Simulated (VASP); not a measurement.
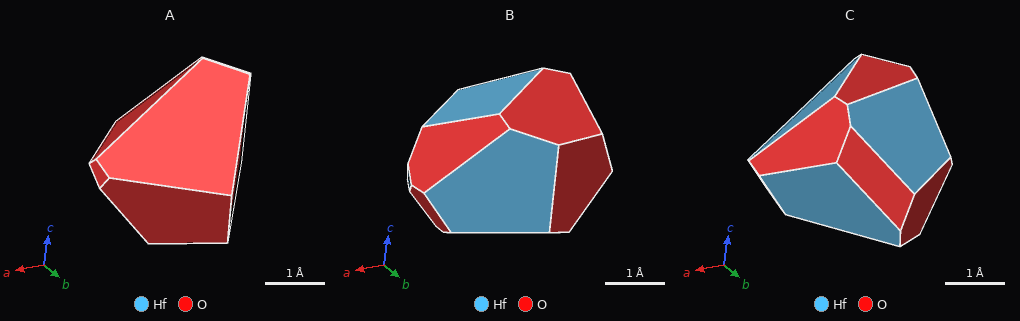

Computed Voronoi cells of the 3 sites of this structure, drawn to one scale and in one orientation; each face has the colour of the neighbour behind it.

HfO2, space group P2_1/c (No. 14), a = 5.030 Å, b = 5.125 Å, c = 5.190 Å, α = 90.00°, β = 99.53°, γ = 90.00°

```tsv
site	Wyckoff	x	y	z
Hf	4e	0.2779	0.4576	0.2080
O1	4e	0.0735	0.1580	0.3367
O2	4e	0.4463	0.7413	0.4823
```

Origin: the end point of a relaxation with VASP Kohn-Sham DFT of a periodic cell, LDA, VASP PAW LDA potentials, recommended (VASP 6.6.1).

Which cell belongs to which site?

Answer. A is Hf (7 faces above 1 % of the solid angle, 8.8 Å³, facing only O); B is O1 (14 faces above 1 % of the solid angle, 12.6 Å³, facing O 54 %, Hf 46 %); C is O2 (14 faces above 1 % of the solid angle, 11.6 Å³, facing Hf 54 %, O 46 %).
